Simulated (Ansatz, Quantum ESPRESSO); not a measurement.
# Band line-up of the AlN/SiC(110) superlattice, 7 + 7 layers, a = 4.302 Å, part 2 of 8

Wanted: the band alignment of the AlN/SiC(110) superlattice, 7 + 7 layers, a = 4.302 Å.

Quantum ESPRESSO 7.5; plane-wave DFT, LDA, GBRV ultrasoft pseudopotentials; geometry and cross-check by Ansatz 0.2.0 with PAW datasets.

So far: The structure; Geometry from Ansatz.

**2. Geometry from Ansatz (continued)**

Level of this step: plane-wave DFT, LDA, Ansatz PAW (Ansatz).

Relaxation path:

| step | energy less that of the first step (eV) | largest force component (eV/Å) |
| --- | --- | --- |
| 1 | 0.0000 | 1.4576 |
| 2 | -0.2378 | 0.7213 |
| 3 | -0.2969 | 0.3940 |
| 4 | -0.3094 | 0.0421 |
| 5 | -0.3096 | 0.0102 |
| 6 | -0.3096 | 0.0025 |

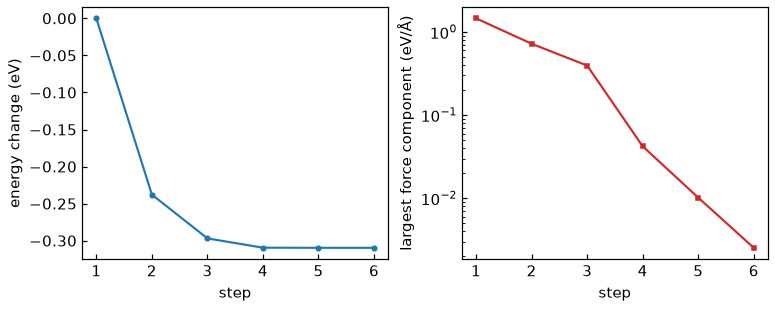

Energy and largest force along the relaxation.

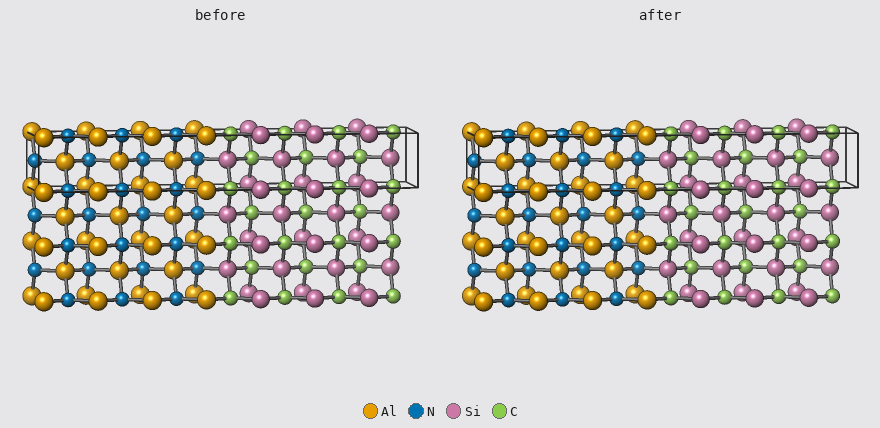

Before and after, at one scale.

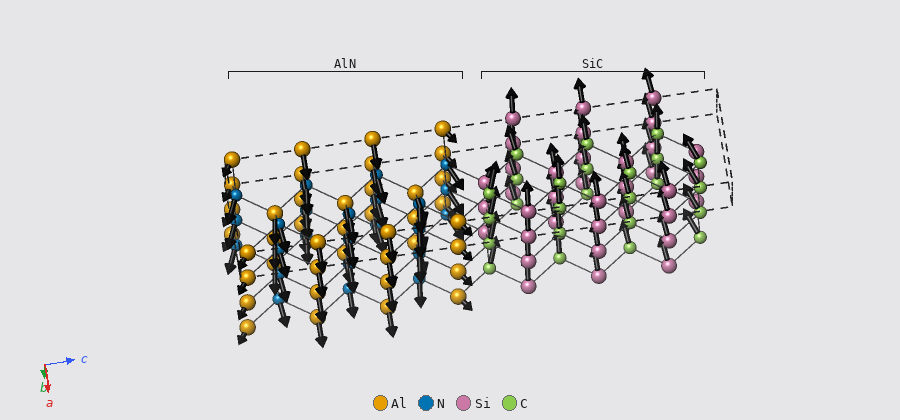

Displacements in the relaxation, exaggerated; the longest in the cell stands for 0.09 Å. 1×3×1 cells are drawn. Some periodic images of atoms are drawn too.

The atoms that moved most (Å):

| atom | dx | dy | dz | length |
| --- | --- | --- | --- | --- |
| C16 | -0.083 | 0.000 | 0.030 | 0.088 |
| C28 | -0.083 | 0.000 | -0.030 | 0.088 |
| Al3 | 0.081 | 0.000 | -0.012 | 0.082 |
| Al11 | 0.081 | 0.000 | 0.012 | 0.082 |
| N14 | 0.075 | 0.000 | 0.032 | 0.081 |
| N2 | 0.075 | 0.000 | -0.032 | 0.081 |
| N6 | 0.080 | 0.000 | -0.008 | 0.081 |
| N10 | 0.080 | 0.000 | 0.008 | 0.081 |

Final coordinates:

```cif
data_structure
_symmetry_space_group_name_H-M 'P 1'
_symmetry_Int_Tables_number 1
_cell_length_a 4.3020
_cell_length_b 3.0420
_cell_length_c 21.2938
_cell_angle_alpha 90.000
_cell_angle_beta 90.000
_cell_angle_gamma 90.000
_cell_volume 278.66
loop_
_atom_site_label
_atom_site_type_symbol
_atom_site_fract_x
_atom_site_fract_y
_atom_site_fract_z
_atom_site_occupancy
Al1 Al 0.00806 0.00000 0.99890 1
N2 N 0.26742 0.50000 0.99851 1
Al3 Al 0.51876 0.50000 0.07086 1
N4 N 0.76829 0.00000 0.07181 1
Al5 Al 0.01840 0.00000 0.14285 1
N6 N 0.26867 0.50000 0.14246 1
Al7 Al 0.51845 0.50000 0.21429 1
N8 N 0.76865 0.00000 0.21429 1
Al9 Al 0.01840 0.00000 0.28572 1
N10 N 0.26867 0.50000 0.28611 1
Al11 Al 0.51876 0.50000 0.35771 1
N12 N 0.76829 0.00000 0.35676 1
Al13 Al 0.00806 0.00000 0.42968 1
N14 N 0.26742 0.50000 0.43006 1
Si15 Si 0.49177 0.50000 0.50097 1
C16 C 0.73066 0.00000 0.50142 1
Si17 Si 0.98156 0.00000 0.57180 1
C18 C 0.23150 0.50000 0.57093 1
Si19 Si 0.48233 0.50000 0.64282 1
C20 C 0.73223 0.00000 0.64316 1
Si21 Si 0.98176 0.00000 0.71429 1
C22 C 0.23181 0.50000 0.71429 1
Si23 Si 0.48233 0.50000 0.78575 1
C24 C 0.73223 0.00000 0.78541 1
Si25 Si 0.98156 0.00000 0.85677 1
C26 C 0.23150 0.50000 0.85764 1
Si27 Si 0.49177 0.50000 0.92760 1
C28 C 0.73066 0.00000 0.92715 1
```

The relaxation lowers the energy by 11 meV an atom.

This step gave:

| Quantity | Value |
| --- | --- |
| free energy | -12193.5464 eV |
| Fermi energy | 10.02 eV |
| gap by band count | 1.380 eV |
| symmetry operations | 4 |

**3. SCF with pw.x of bulk AlN**

Each bulk is run alone at the common lattice constant, to place its band edges against its own mean potential.

Level of this step: plane-wave DFT, LDA, GBRV ultrasoft pseudopotentials (Quantum ESPRESSO 7.5).

System of this step: AlN, zinc blende at a = 4.302 Å. Symmetry: F-43m, No. 216, cubic system. Conventional cell: a = 4.302 Å, b = 4.302 Å, c = 4.302 Å, α = 90.00°, β = 90.00°, γ = 90.00°. Nearest to Al lie 4 N at 1.86 Å. N has 4 Al at 1.86 Å nearest. Farther neighbours and most contacts between anions are not listed.

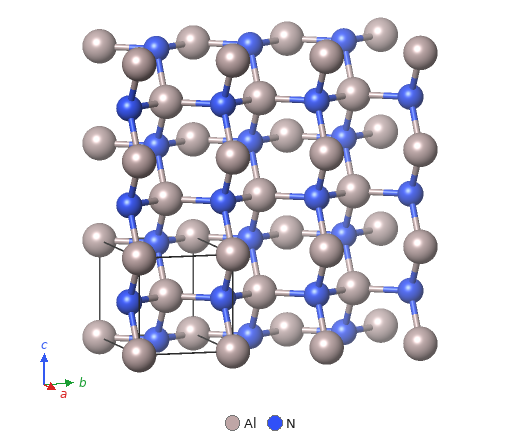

The cell of this step (aluminium light grey, nitrogen blue). 1×3×3 cells are drawn. Some periodic images of atoms are drawn too.

File a.in:

```
&control
  prefix = 'a'
  outdir = './out'
  pseudo_dir = './pseudo'
  calculation = 'scf'
  tprnfor = .true.
/
&system
  ibrav = 0
  nat = 4
  ntyp = 2
  ecutwfc = 40
  ecutrho = 200
  occupations = 'smearing'
  smearing = 'fd'
  degauss = 0.002
/
&electrons
  conv_thr = 1e-07
  mixing_beta = 0.5
  electron_maxstep = 120
/
ATOMIC_SPECIES
  Al  26.9815  al_lda_v1.uspp.F.UPF
  N   14.0070  n_lda_v1.2.uspp.F.UPF
CELL_PARAMETERS angstrom
  4.30200000000000 0.00000000000000 0.00000000000000
  0.00000000000000 3.04197337266453 0.00000000000000
  0.00000000000000 0.00000000000000 3.04197337266453
ATOMIC_POSITIONS crystal
  Al  0.000000000000 0.000000000000 0.000000000000
  N   0.250000000000 0.500000000000 0.000000000000
  Al  0.500000000000 0.500000000000 0.500000000000
  N   0.750000000000 0.000000000000 0.500000000000
K_POINTS automatic
  6 8 8 0 0 0
```

Command:

```sh
> OMP_NUM_THREADS=1 mpirun -n 2 pw.x -nk 2 -in a.in > a.out
```

Numbers of over 12 decimals in the logs are rounded to 6 here.

Log:

```text
Program PWSCF v.7.5 starts
[citation notice left out]

     Parallel version (MPI & OpenMP), running on       2 processor cores
     Number of MPI processes:                 2
     Threads/MPI process:                     1

     MPI processes distributed on     1 nodes
[...]
Current dimensions of program PWSCF are:
     Max number of different atomic species (ntypx) = 10
     Max number of k-points (npk) =  40000
     Max angular momentum in pseudopotentials (lmaxx) =  4
     Found identity + ( -0.5000 -0.5000 -0.5000) symmetry
     This is a supercell, fractional translations are disabled
     Message from routine setup:
     using ibrav=0 with symmetry is DISCOURAGED, use correct ibrav instead

     K-points division:     npool     =       2
     Subspace diagonalization in iterative solution of the eigenvalue problem:
     a serial algorithm will be used

     G-vector sticks info
     --------------------
     sticks:   dense  smooth     PW     G-vecs:    dense   smooth      PW
     Sum         741     599    195                12809     9189    1715

     Using Slab Decomposition

     bravais-lattice index     =            0
     lattice parameter (alat)  =       8.1296  a.u.
     unit-cell volume          =     268.6444 (a.u.)^3
     number of atoms/cell      =            4
     number of atomic types    =            2
     number of electrons       =        16.00
     number of Kohn-Sham states=           12
     kinetic-energy cutoff     =      40.0000  Ry
     charge density cutoff     =     200.0000  Ry
     scf convergence threshold =      1.0E-07
     mixing beta               =       0.5000
     number of iterations used =            8  plain     mixing
     Exchange-correlation= SLA  PZ   NOGX NOGC
                           (   1   1   0   0   0   0   0)

     celldm(1)=   8.129602  celldm(2)=   0.000000  celldm(3)=   0.000000
     celldm(4)=   0.000000  celldm(5)=   0.000000  celldm(6)=   0.000000

     crystal axes: (cart. coord. in units of alat)
               a(1) = (   1.000000   0.000000   0.000000 )
               a(2) = (   0.000000   0.707107   0.000000 )
               a(3) = (   0.000000   0.000000   0.707107 )

     reciprocal axes: (cart. coord. in units 2 pi/alat)
               b(1) = (  1.000000  0.000000  0.000000 )
               b(2) = (  0.000000  1.414214  0.000000 )
               b(3) = (  0.000000  0.000000  1.414214 )

     PseudoPot. # 1 for Al read from file:
     ./pseudo/al_lda_v1.uspp.F.UPF
     Pseudo is Ultrasoft + core correction, Zval =  3.0
     Generated by new atomic code, or converted to UPF format
     Using radial grid of  893 points,  3 beta functions with:
                l(1) =   0
                l(2) =   1
                l(3) =   2
     Q(r) pseudized with  8 coefficients,  rinner =    0.900   0.900   0.900
                                                       0.900   0.900

     PseudoPot. # 2 for N  read from file:
     ./pseudo/n_lda_v1.2.uspp.F.UPF
     Pseudo is Ultrasoft + core correction, Zval =  5.0
     Generated by new atomic code, or converted to UPF format
     Using radial grid of  729 points,  4 beta functions with:
                l(1) =   0
                l(2) =   0
                l(3) =   1
                l(4) =   1
     Q(r) pseudized with  8 coefficients,  rinner =    0.900   0.900   0.900

     atomic species   valence    mass     pseudopotential
     Al                3.00    26.98150     Al( 1.00)
     N                 5.00    14.00700     N ( 1.00)

      8 Sym. Ops. (no inversion) found

   Cartesian axes

     site n.     atom                  positions (alat units)
         1        Al     tau(   1) = (   0.0000000   0.0000000   0.0000000  )
         2        N      tau(   2) = (   0.2500000   0.3535534   0.0000000  )
         3        Al     tau(   3) = (   0.5000000   0.3535534   0.3535534  )
         4        N      tau(   4) = (   0.7500000   0.0000000   0.3535534  )

     number of k points=    60  Fermi-Dirac smearing, width (Ry)=  0.0020
                       cart. coord. in units 2pi/alat
        k(    1) = (   0.0000000   0.0000000   0.0000000), wk =   0.0052083
        k(    2) = (   0.0000000   0.0000000   0.1767767), wk =   0.0208333
        k(    3) = (   0.0000000   0.0000000   0.3535534), wk =   0.0208333
        k(    4) = (   0.0000000   0.0000000   0.5303301), wk =   0.0208333
        k(    5) = (   0.0000000   0.0000000  -0.7071068), wk =   0.0104167
        k(    6) = (   0.0000000   0.1767767   0.1767767), wk =   0.0208333
        k(    7) = (   0.0000000   0.1767767   0.3535534), wk =   0.0416667
        k(    8) = (   0.0000000   0.1767767   0.5303301), wk =   0.0416667
        k(    9) = (   0.0000000   0.1767767  -0.7071068), wk =   0.0208333
        k(   10) = (   0.0000000   0.3535534   0.3535534), wk =   0.0208333
[...]
k(   60) = (  -0.5000000  -0.7071068  -0.7071068), wk =   0.0052083

     Dense  grid:    12809 G-vectors     FFT dimensions: (  40,  25,  25)

     Smooth grid:     9189 G-vectors     FFT dimensions: (  36,  24,  24)

     Estimated max dynamical RAM per process >      21.95 MB

     Estimated total dynamical RAM >      40.78 MB

     Initial potential from superposition of free atoms

     starting charge      15.9956, renormalised to      16.0000
     Starting wfcs are   16 randomized atomic wfcs

     total cpu time spent up to now is        0.4 secs

     per-process dynamical memory:    18.7 Mb

     Self-consistent Calculation

     iteration #  1     ecut=    40.00 Ry     beta= 0.50
     Davidson diagonalization with overlap
     ethr =  1.00E-02,  avg # of iterations =  3.9

     total cpu time spent up to now is        1.0 secs

     total energy              =     -53.66375595 Ry
     estimated scf accuracy    <       1.24835515 Ry

     iteration #  2     ecut=    40.00 Ry     beta= 0.50
[...]
total energy              =     -54.02009816 Ry
     estimated scf accuracy    <       0.14532228 Ry

     iteration #  3     ecut=    40.00 Ry     beta= 0.50
[...]
total energy              =     -54.03635180 Ry
     estimated scf accuracy    <       0.00845586 Ry

     iteration #  4     ecut=    40.00 Ry     beta= 0.50
[...]
c_bands:  1 eigenvalues not converged
[...]
total energy              =     -54.03761535 Ry
     estimated scf accuracy    <       0.00362662 Ry

     iteration #  5     ecut=    40.00 Ry     beta= 0.50
[...]
total energy              =     -54.03783934 Ry
     estimated scf accuracy    <       0.00034474 Ry

     iteration #  6     ecut=    40.00 Ry     beta= 0.50
[...]
total energy              =     -54.03785304 Ry
     estimated scf accuracy    <       0.00006123 Ry

     iteration #  7     ecut=    40.00 Ry     beta= 0.50
[...]
total energy              =     -54.03786220 Ry
     estimated scf accuracy    <       0.00000174 Ry

     iteration #  8     ecut=    40.00 Ry     beta= 0.50
[...]
End of self-consistent calculation

          k = 0.0000 0.0000 0.0000 (  1125 PWs)   bands (ev):

    -8.0168  -5.0161   2.0141   5.2594   5.2594   7.1564   7.1564   7.1564
    10.3934  11.7607  15.7658  19.8136

          k = 0.0000 0.0000 0.1768 (  1135 PWs)   bands (ev):

    -7.8517  -5.0005   2.1919   4.5194   5.3727   6.3776   6.9724   7.1537
    11.0538  12.4209  16.3304  19.4189

          k = 0.0000 0.0000 0.3536 (  1132 PWs)   bands (ev):

    -7.3782  -5.0292   2.6968   3.2766   4.8906   5.6893   6.4210   7.1089
    12.2978  13.6313  17.3659  18.7766

          k = 0.0000 0.0000 0.5303 (  1152 PWs)   bands (ev):

    -6.6723  -5.2925   2.4855   3.5052   3.5382   5.5555   6.1366   6.9387
    13.6852  14.7826  17.3282  17.5592

          k = 0.0000 0.0000-0.7071 (  1148 PWs)   bands (ev):

    -5.8947  -5.8947   2.6073   2.6073   4.5293   4.5293   6.5956   6.5956
    15.0432  15.0432  16.6430  16.6430

          k = 0.0000 0.1768 0.1768 (  1140 PWs)   bands (ev):

    -7.6891  -4.9800   2.3660   4.6048   4.6979   6.0395   6.8223   6.8224
    11.6942  12.9024  16.8486  18.9116

[...]
the Fermi energy is     9.4452 ev

!    total energy              =     -54.03786277 Ry
     estimated scf accuracy    <       0.00000003 Ry
     smearing contrib. (-TS)   =      -0.00000000 Ry
     internal energy E=F+TS    =     -54.03786277 Ry

     The total energy is F=E-TS. E is the sum of the following terms:
     one-electron contribution =      -1.08377605 Ry
     hartree contribution      =      11.00570500 Ry
     xc contribution           =     -19.69110690 Ry
     ewald contribution        =     -44.26868483 Ry

     convergence has been achieved in   8 iterations

     Forces acting on atoms (cartesian axes, Ry/au):

     atom    1 type  1   force =     0.00000000    0.00000000    0.00000000
     atom    2 type  2   force =     0.00000188    0.00000000    0.00000000
     atom    3 type  1   force =     0.00000000    0.00000000    0.00000000
     atom    4 type  2   force =    -0.00000188    0.00000000    0.00000000

     Total force =     0.000003     Total SCF correction =     0.000025
     SCF correction compared to forces is large: reduce conv_thr to get better values

[...]
=------------------------------------------------------------------------------=
   JOB DONE.
=------------------------------------------------------------------------------=
```

It took 4.9 s on 2 MPI ranks of Arm Neoverse V2, shared host; peak memory 0.12 GiB; 9.6 s of CPU time.

This step gave:

```
free energy  : -735.2226 eV
Fermi energy : 9.445 eV
```

The run needed 8 iterations to bring the estimated error under 1e-07 Ry.

(Continued in part 3 of 8.)

[Logs are printed without paths, hosts, clocks, repeated set-up lines and the standing remarks that a program may print on its own settings, such as how far it seeks lower states.]

[Hosts, paths, dates, database ids (printed as entryN), source tags and the programs' standing remarks are cut or masked in the printed files.]

[Maps of the electrostatic potential energy from Ansatz leave out the sawtooth potential of an applied field or a dipole correction, so their vacuum need not be flat; planar profiles and work functions include it.]
